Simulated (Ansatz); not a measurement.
AlN

Input file:

```
crystal:
  lattice:
    - [-0.164597899, 2.0087898515, 2.0087898515]
    - [2.0087898515, -0.164597899, 2.0087898515]
    - [2.0087898515, 2.0087898515, -0.164597899]
  atoms:
    - { symbol: Al, position: [0.5, 0.5, 0.5] }
    - { symbol: "N", position: [0.0, 0.0, 0.0] }
basis:
  ecutwfc: 520.0
kpoints:
  mp_grid: { grid: [10, 10, 10] }
hamiltonian:
  xc: pbe
  pseudopotentials: { kind: paw, azcp: { folder: soft_1 } }
scf:
  occupations: { method: gaussian, width: 0.05 }
output:
  forces: true
  stress: true
  eigenvalues: true
  write_density: true
  write_potential: true
  elf: true
  volumetric_format: npy
```

Launched as:

```sh
ansatz run input.yaml --threads 1 --pin off --max-ram 2048MiB --backend cpu --events-out ev --progress --plain --runs-dir out
```

Below, planes, directions and counts refer to the conventional cell (a = 3.07 Å, b = 3.07 Å, c = 6.67 Å, α = 90.00°, β = 90.00°, γ = 120.00°).

Space group R-3m; a structure from a database of computed crystals, not necessarily the ambient phase; computed pressure about −15 GPa in this cell; PAW files of the earlier set (soft_1).

Theory: DFT PBE, scalar-relativistic, plane waves, PAW in Ansatz.

Q: What can the converged valence pseudo-density and electron localisation function tell about the bonding?

A: Al–N (2.09 Å): the density is about 0.46 e/Å³ at the midpoint; the ELF peaks at about 0.85 in the valence shell of N, 0.8 Å from its nucleus, and is about 0.80 at the midpoint.

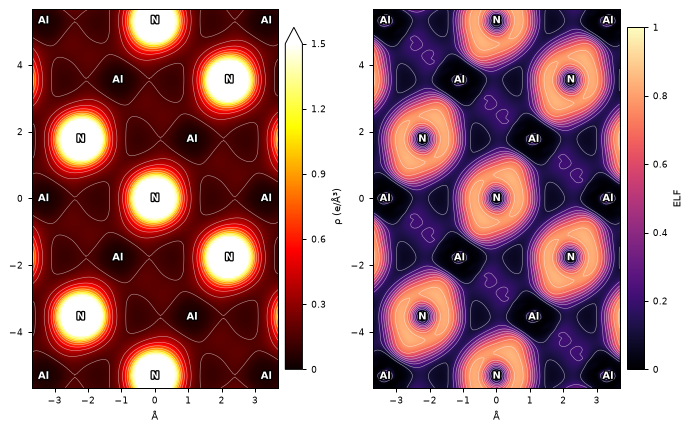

Computed valence pseudo-density and electron localisation function on the (110) plane of the conventional cell, in this order. 
